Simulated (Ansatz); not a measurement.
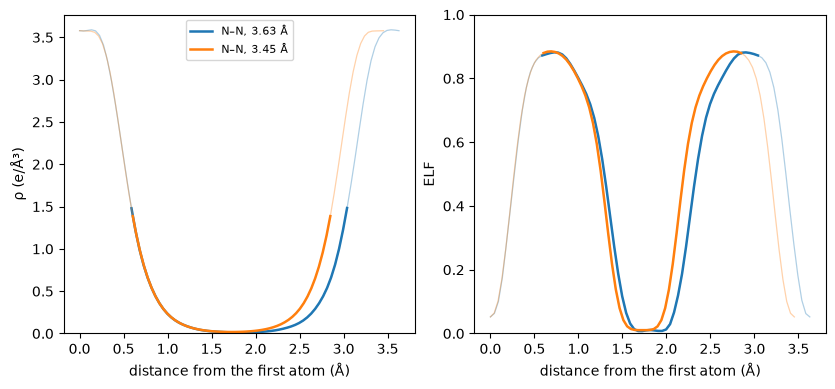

*N. Valence electron density and ELF along straight lines between neighbouring atoms. Thin, pale parts lie inside the atomic spheres.*

Space group P-3m1; changed on purpose from its base cell (atom 1 (N) moved by (+0.000, -0.200) A along y and z); spin-polarised.

Theory: Ansatz 0.2.0, DFT r2SCAN, scalar-relativistic, plane waves, PAW.

The density is the valence pseudo-density of a PAW calculation; it isn't the true density close to the nuclei.

```
N
1.0
     3.62900    0.00000    0.00000
    -1.81450    3.14281    0.00000
     0.00000    0.00000    5.89000
N
2
Direct
  0.33333 0.66667 0.73302
  0.66667 0.33333 0.26698
```

**What can be read from the curves?**

N–N (3.63 Å): the density is about 0.01 e/Å³ at the midpoint; the ELF is about 0 at the midpoint: no localised pair shows between them.
N–N (3.45 Å): ρ is about 0.02 e/Å³ halfway; the ELF is about 0 at the midpoint; no shared electron pair shows on this line.
